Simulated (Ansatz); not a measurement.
# Ti$_{4}$O$_{3}$: geometry relaxation (part 3 of 3)

Ti$_{4}$O$_{3}$ (I4/mmm, 7 atoms in the cell); DFT r2SCAN+U, scalar-relativistic, plane waves, PAW, Ueff = 4 eV on Ti d, spin-polarised (Ansatz 0.2.0); cutoff 500 eV, 6×6×6 k-mesh, Gaussian smearing of 0.1 eV, collinear spins. The structure derives from a Materials Project entry.

Geometry of the input (Å; fractional positions):
```
-2.1345  2.1345  4.1061
2.1345  -2.1345  4.1061
2.1345  2.1345  -4.1061
Ti 0.0000  0.5000  0.5000
Ti 0.2726  0.2726  0.0000
Ti 0.5000  0.0000  0.5000
Ti 0.7274  0.7274  -0.0000
O  0.7500  0.2500  0.5000
O  0.0000  0.0000  0.0000
O  0.2500  0.7500  0.5000
```

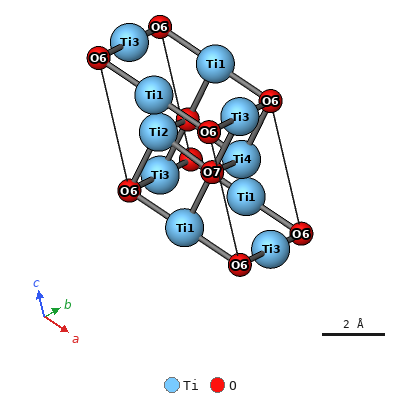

The geometry at step 4 of the log (ball-and-stick view of the reduced cell, seen slightly off an axis; atoms are numbered from 1 in the order of the input).

```
basis re-selected at this cell: Δ(F+E_penalty+E_count) = -1.690e-2 eV, ΔP = +0.089 GPa vs the last step (what re-selecting the basis moved, of the pressure what is left beyond the Pulay correction that the steps carried, after the strain that the cell walked since its last selection, with what the two solves' SCF thresholds leave and, on support functions, any second-order correction that the steps lacked; it is no measure of the basis error at this ecutwfc). The dense FFT grid was sized anew with the basis: this SCF ran on 45×45×45 points, the steps before it on 40×40×40, so part of this shift can come from that change (see relax.cell in the input reference). This SCF's stress stands 1.40e-1 GPa from its target on what of the cell is left free (relax.cell.stress_tol is 5.00e-1 GPa) and its largest allowed force component is 7.14e-3 eV/Å (relax.f_tol is 5.00e-2 eV/Å): within both
WARN: an SCF from antiferromagnetic starting moments (1.64, -1.67, -1.64, 1.67, 0.00, 0.00, 0.00 Bohr magnetons, atom by atom) was not made, by what the run has read of turns of its moments that order reads lower: the deck asks for what bars it, or types moments that do (magnetization.spin_polarized, in the input reference, names some of the keys), or the run goes by scf.lower_state_search: light, the default, which as a rule tries one only behind a close that has lost an order of both signs, or on which an open d or half-filled 4f shell of a PAW file has lost a moment that was set nearer to Hund's than to what is left; or, under a Hubbard U, one that names an f shell that the input leaves bare beside given moments, or a larger moment for a shell of low spin that is given one. standard, with a start from the atoms, tries one behind each close (in a relaxation, ahead of its steps or at their end). To set out from that order, type those moments (crystal.atoms[].spin; where shells were raised to Hund's moment, beside crystal.symmetry.detect: false) under scf.lower_state_search: light. The bands of the close that named these starting moments, or of the one ahead of a search that led to it (under cold or Methfessel-Paxton smearing those of the Gaussian ahead of it) read a cost of -201.15 meV for the turn to them, carried on from a small turn (-201.15 by the pairs of d shells alone)
SCF converged after 7 iterations
Stability not checked: this state was not tested for a lower state beside it, because the mixer in use, unlike msr1, does not test its closes by its own steps (another_mixer; see scf.mixing.algorithm and scf.lower_state_search)
Magnetization: 0.0000 μB (33.0000 up, 33.0000 down)
Absolute magnetization: 7.3314 μB (∫|ρ↑−ρ↓|, with the PAW one-centre terms)
Spin contamination: 3.7554 ħ² per cell (⟨S²⟩ above its minimum at these occupations)
Per-site moments (μB) at R_I (Å): [(-1.3425117076256505, 0.9232878586140547), (1.3834152612765425, 0.928727594101933), (-1.3425117076256508, 0.9232878586140547), (1.383415261276543, 0.9287275941019334), (-0.00011743596609064546, 0.9232878586140547), (0.002713940995740345, 0.9274864467272295), (-0.00011743596609087398, 0.9232878586140547)]
Free energy (F): -11721.526451 eV
Harris-Foulkes:  -11721.526451 eV  (|F-HF|=1.73e-8)
Internal energy: -11721.526445 eV  (E = F + TS)
E sigma→0 (E₀):  -11721.526448 eV
Entropy (-TS):   -0.000006 eV (-0.001 meV/atom)
Fermi energy:    13.009646 eV
--- Per-component energies (eV) ---
  E_band       = -680.375690
  E_kinetic    = 1623.195976
  E_local      = -4194.069302  (includes V_loc(G=0)·N_el)
  E_nonlocal   = 192.058767
  E_hartree    = 1672.500551
  E_xc         = -593.173678
  E_vxc        = -849.197934  (∫ρ·V_xc dr)
  E_hubbard    = 5.661593  (on-site DFT+U / exact-exchange correction)
  E_vhub       = -9.708245  (the Hubbard potential's part of the band-sum identity)
  E_paw        = -4717.684234  (= ΣΔE_a)
  E_vpaw       = -844.864761  (= ΣTr[D̂ρ^β])
  E_aug_tail   = 0.003383  (compensation charges beyond the density's cutoff)
  E_vtau       = 57.203687  (kinetic-family band-sum trace: ∫τ·v_τ [+ j·A + Jᵃ·Aᵃ] dr)
  E_ewald      = -5708.909848
  E_core_change = -1.109651  (= ΣΔE_core)
  E_smearing   = -0.000006  (= −TS)
  E_closure    = -0.000000  (closes the sum)
  Σ components = -11721.526451   (vs F -11721.526451, Δ=0.00e0)
--- Forces (eV/Å), atoms counted from 1 ---
  atom   1  Ti     0.00000000     0.00000000    -0.00000000
  atom   2  Ti    -0.00000000    -0.00000000     0.00713881
  atom   3  Ti     0.00000000     0.00000000     0.00000000
  atom   4  Ti     0.00000000    -0.00000000    -0.00713881
  atom   5  O      0.00000000     0.00000000     0.00000000
  atom   6  O     -0.00000000     0.00000000     0.00000000
  atom   7  O     -0.00000000     0.00000000     0.00000000
  max |Σ_I F_I| component: 8.24e-18 eV/Å
--- Stress (GPa, compression-positive) ---
        0.094962      -0.000000       0.000000
       -0.000000       0.094962      -0.000000
        0.000000      -0.000000       0.139582
  P = ⅓ Tr σ = 0.1098 GPa (1.098 kbar)
--- Band table (eV; the first three rows and the last of 60) ---
  k-point 0 ↑: bands = ["-46.9232", "-46.8965", "-44.7964", "-44.7690", "-22.4090", "-22.4090", "-22.2768", "-22.2768", "-22.1273", "-22.0837", "-20.5021", "-20.4985", "-20.4310", "-20.4310", "-19.1838", "-19.1838", "-8.3209", "-7.6829", "-7.1611", "6.5870", "6.7463", "6.7463", "6.9616", "7.4258", "7.4258", "8.2897", "8.2897", "8.4842", "10.5029", "10.5749", "10.5749", "10.9536", "10.9536", "13.2097", "15.6365", "16.1152", "16.2016", "16.6254", "16.6254", "16.8035", "16.9120", "16.9159", "16.9982"]
  k-point 1 ↑: bands = ["-46.9205", "-46.8968", "-44.7937", "-44.7765", "-22.4271", "-22.3693", "-22.3243", "-22.2704", "-22.1182", "-22.0908", "-20.5025", "-20.4996", "-20.4617", "-20.4033", "-19.2066", "-19.1622", "-8.1914", "-7.6653", "-7.1077", "6.2869", "6.3201", "6.5956", "6.8304", "7.2266", "7.5885", "7.7074", "8.0632", "8.3790", "10.4605", "10.7930", "11.0043", "11.1031", "11.2349", "13.8357", "16.1511", "16.2782", "16.3119", "16.6172", "16.6938", "16.9297", "16.9348", "16.9747", "17.1698"]
  k-point 2 ↑: bands = ["-46.9118", "-46.8956", "-44.7876", "-44.7846", "-22.4652", "-22.4198", "-22.2909", "-22.2575", "-22.1055", "-22.1001", "-20.5251", "-20.5041", "-20.5019", "-20.3506", "-19.2511", "-19.1189", "-7.9185", "-7.6420", "-7.0108", "5.5877", "5.6976", "6.1873", "6.5158", "7.0318", "7.2689", "7.4266", "7.8164", "8.0870", "10.7387", "11.1097", "11.2958", "11.4223", "12.2336", "15.0631", "15.5849", "16.1825", "16.4637", "16.7441", "16.8327", "17.0502", "17.1792", "17.4317", "17.4806"]
  k-point 29 ↓: bands = ["-46.5428", "-46.5078", "-45.1547", "-45.1225", "-21.9947", "-21.9542", "-21.9542", "-21.9382", "-21.6980", "-21.6980", "-20.9118", "-20.9118", "-20.7724", "-20.7724", "-19.5468", "-19.5008", "-8.0865", "-7.8355", "-7.2407", "6.1750", "6.5661", "6.5661", "7.7059", "7.8091", "7.8091", "7.9528", "8.4444", "8.4444", "9.4890", "10.7556", "10.7556", "11.1697", "12.7717", "14.3815", "15.3099", "15.3099", "15.9096", "16.3984", "16.4816", "16.9103", "17.2636", "17.3808", "17.4054"]
Occupation matrices written to [file]
--- Relaxed structure (5 steps of the walk, 5 accepted, 1 SCFs on fresh bases) ---
  F+E_penalty+E_count = -11721.52645096 eV   max|allowed force component| = 7.139e-3 eV/Å   (the final SCF, on the basis selected at the relaxed cell)
  cell:  # Å, volume = 90.5254 Å³
    - [-2.248451992066011, 2.248451992066011, 4.4765471932802665]
    - [2.248451992066011, -2.248451992066011, 4.4765471932802665]
    - [2.248451992066011, 2.248451992066011, -4.4765471932802665]
  atoms:
    - { symbol: Ti, position: [3.2062945745581795e-20, 0.5, 0.5] }
    - { symbol: Ti, position: [0.2629965651244744, 0.2629965651244744, -4.646707921881011e-34] }
    - { symbol: Ti, position: [0.5, 3.2062945745582643e-20, 0.5] }
    - { symbol: Ti, position: [0.7370034348755257, 0.7370034348755257, -8.388291137968222e-34] }
    - { symbol: O, position: [0.7500000000000001, 0.24999999999999994, 0.5000000000000001] }
    - { symbol: O, position: [3.2062945745581867e-20, 3.2062945745584665e-20, 2.8348683447805015e-33] }
    - { symbol: O, position: [0.24999999999999994, 0.7500000000000001, 0.5000000000000001] }
--- Löwdin populations: 7 sites ---
  site symbol       q [e]    m [muB]
     0     Ti     11.2208    -1.8962
     1     Ti     11.1011     1.8971
     2     Ti     11.2208    -1.8962
     3     Ti     11.1011     1.8971
     4      O      6.9580    -0.0038
     5      O      6.9823     0.0126
     6      O      6.9580    -0.0038
  spilling = 0.006942 (of n_electrons = 66.000000)
```

**File populations.tsv**
```
# site	symbol	l	j	q_up	q_dn
# orbitals = lowdin
# n_electrons = 66.000000
# spilling = 0.006942
# projection_atom_Ti: [Ne] 3s2 3p6 3d2 4s2
# projection_atom_O: [He] 2s2 2p4
0	Ti	0_3S	-	0.975380	0.973737
0	Ti	0_4S	-	0.294293	0.324221
0	Ti	1_3P	-	2.995919	2.995171
0	Ti	2_3D	-	0.396695	2.265337
1	Ti	0_3S	-	0.973069	0.974795
1	Ti	0_4S	-	0.291034	0.258914
1	Ti	1_3P	-	2.994739	2.995878
1	Ti	2_3D	-	2.240218	0.372413
2	Ti	0_3S	-	0.975380	0.973737
2	Ti	0_4S	-	0.294293	0.324221
2	Ti	1_3P	-	2.995919	2.995171
2	Ti	2_3D	-	0.396695	2.265337
3	Ti	0_3S	-	0.973069	0.974795
3	Ti	0_4S	-	0.291034	0.258914
3	Ti	1_3P	-	2.994739	2.995878
3	Ti	2_3D	-	2.240218	0.372413
4	O	0_2S	-	0.889299	0.889617
4	O	1_2P	-	2.587784	2.591272
5	O	0_2S	-	0.896802	0.895394
5	O	1_2P	-	2.600647	2.589421
6	O	0_2S	-	0.889299	0.889617
6	O	1_2P	-	2.587784	2.591272
```

**Trajectory as extended XYZ (Å, eV, eV/Å), 6 frames, from step=1 to step=6**
```
7
Lattice="-2.1345 2.1345 4.1061 2.1345 -2.1345 4.1061 2.1345 2.1345 -4.1061" Properties=species:S:1:pos:R:3:forces:R:3 step=1 energy=-11720.16875 pressure_GPa=30.06
Ti    2.1345    0.0000    0.0000    0.0000   0.0000   0.0000
Ti    0.0000    0.0000    2.2385    0.0000   0.0000  -0.1696
Ti    0.0000    2.1345    0.0000    0.0000   0.0000   0.0000
Ti    0.0000    0.0000    5.9736    0.0000   0.0000   0.1696
O     0.0000    2.1345    2.0530    0.0000   0.0000   0.0000
O     0.0000    0.0000    0.0000    0.0000   0.0000   0.0000
O     2.1345    0.0000    2.0530    0.0000   0.0000   0.0000
7
Lattice="-2.2078 2.2078 4.3011 2.2078 -2.2078 4.3011 2.2078 2.2078 -4.3011" Properties=species:S:1:pos:R:3:forces:R:3 step=2 energy=-11721.29128 pressure_GPa=10.65
Ti    2.2078    0.0000    0.0000    0.0000   0.0000   0.0000
Ti    0.0000    0.0000    2.2760    0.0000   0.0000   0.1599
Ti    0.0000    2.2078    0.0000    0.0000   0.0000   0.0000
Ti    0.0000    0.0000    6.3262    0.0000   0.0000  -0.1599
O     0.0000    2.2078    2.1505    0.0000   0.0000   0.0000
O     0.0000    0.0000    0.0000    0.0000   0.0000   0.0000
O     2.2078    0.0000    2.1505    0.0000   0.0000   0.0000
7
Lattice="-2.2506 2.2506 4.4201 2.2506 -2.2506 4.4201 2.2506 2.2506 -4.4201" Properties=species:S:1:pos:R:3:forces:R:3 step=3 energy=-11721.50005 pressure_GPa=1.30
Ti    2.2506    0.0000    0.0000    0.0000   0.0000   0.0000
Ti    0.0000    0.0000    2.3283    0.0000   0.0000   0.0275
Ti    0.0000    2.2506    0.0000    0.0000   0.0000   0.0000
Ti    0.0000    0.0000    6.5120    0.0000   0.0000  -0.0275
O     0.0000    2.2506    2.2101    0.0000   0.0000   0.0000
O     0.0000    0.0000    0.0000    0.0000   0.0000   0.0000
O     2.2506    0.0000    2.2101    0.0000   0.0000   0.0000
7
Lattice="-2.2531 2.2531 4.4547 2.2531 -2.2531 4.4547 2.2531 2.2531 -4.4547" Properties=species:S:1:pos:R:3:forces:R:3 step=4 energy=-11721.50784 pressure_GPa=0.08
Ti    2.2531    0.0000    0.0000    0.0000   0.0000   0.0000
Ti    0.0000    0.0000    2.3421    0.0000   0.0000   0.0240
Ti    0.0000    2.2531    0.0000    0.0000   0.0000   0.0000
Ti    0.0000    0.0000    6.5673    0.0000   0.0000  -0.0240
O     0.0000    2.2531    2.2274    0.0000   0.0000   0.0000
O     0.0000    0.0000    0.0000    0.0000   0.0000   0.0000
O     2.2531    0.0000    2.2274    0.0000   0.0000   0.0000
7
Lattice="-2.2485 2.2485 4.4765 2.2485 -2.2485 4.4765 2.2485 2.2485 -4.4765" Properties=species:S:1:pos:R:3:forces:R:3 step=5 energy=-11721.50955 pressure_GPa=0.02
Ti    2.2485    0.0000    0.0000    0.0000   0.0000   0.0000
Ti    0.0000    0.0000    2.3546    0.0000   0.0000   0.0079
Ti    0.0000    2.2485    0.0000    0.0000   0.0000   0.0000
Ti    0.0000    0.0000    6.5985    0.0000   0.0000  -0.0079
O     0.0000    2.2485    2.2383    0.0000   0.0000   0.0000
O     0.0000    0.0000    0.0000    0.0000   0.0000   0.0000
O     2.2485    0.0000    2.2383    0.0000   0.0000   0.0000
7
Lattice="-2.2485 2.2485 4.4765 2.2485 -2.2485 4.4765 2.2485 2.2485 -4.4765" Properties=species:S:1:pos:R:3:forces:R:3 step=6 energy=-11721.52645 pressure_GPa=0.11
Ti    2.2485    0.0000    0.0000    0.0000   0.0000   0.0000
Ti    0.0000    0.0000    2.3546    0.0000   0.0000   0.0071
Ti    0.0000    2.2485    0.0000    0.0000   0.0000   0.0000
Ti    0.0000    0.0000    6.5985    0.0000   0.0000  -0.0071
O     0.0000    2.2485    2.2383    0.0000   0.0000   0.0000
O     0.0000    0.0000    0.0000    0.0000   0.0000   0.0000
O     2.2485    0.0000    2.2383    0.0000   0.0000   0.0000
```

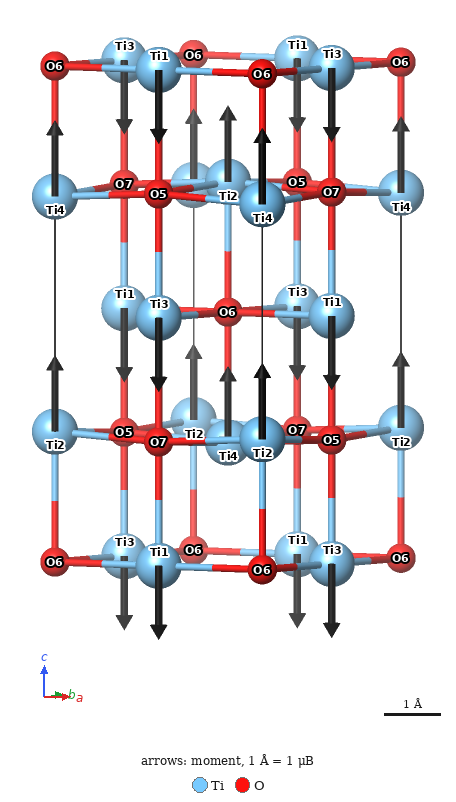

Magnetic moments of the sites as black arrows (ball-and-stick view of the cell 2 times as large as that of the calculation, set on its symmetry axes, seen at an oblique angle; atoms are numbered from 1 in the order of the input); small moments hardly show. The run is collinear, so the axis drawn is arbitrary. Site moments: Ti2, Ti4 (1.38 μB); Ti1, Ti3 (−1.34 μB). They are counted near the atoms and needn't add up to the moment of the cell.
